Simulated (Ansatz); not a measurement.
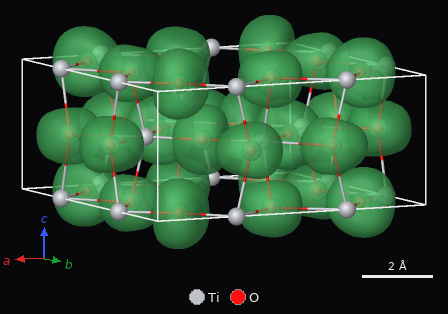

Figure. TiO2. Isosurface of the electron localisation function at 0.6 (green), seen at an oblique angle. Only the valence region is drawn (cores and ρ < 0.01 e/Å³ removed). Sticks mark near contacts.

Space group I4/m; a structure from a database of computed crystals, not necessarily the ambient phase.

The calculation used Kohn-Sham DFT of a periodic cell, PBEsol with D3(BJ), Ansatz PAW (Ansatz).

In a PAW calculation such maps are meaningful between the atoms, not at the nuclei.

### Describe the localisation domains.

The surface consists of 16 regions wrapped around O (the valence shell of each), counted in one cell of 24 atoms. Regions shared between cells count once. Profiles from the grid: Ti–O (1.79 Å): the ELF peaks at about 0.80 in the valence shell of O, 0.5 Å from its nucleus, and is about 0.25 at the midpoint (no localised pair shows between them). Ti–O (1.94 Å): the ELF peaks at about 0.80 in the valence shell of O, 0.6 Å from its nucleus, and is about 0.20 at the midpoint: no shared electron pair shows on this line.

### Does the calculation give a band gap?

It is gapped, with a Kohn–Sham gap of 1.6 eV on the k-point mesh, an upper bound to the gap of this method.
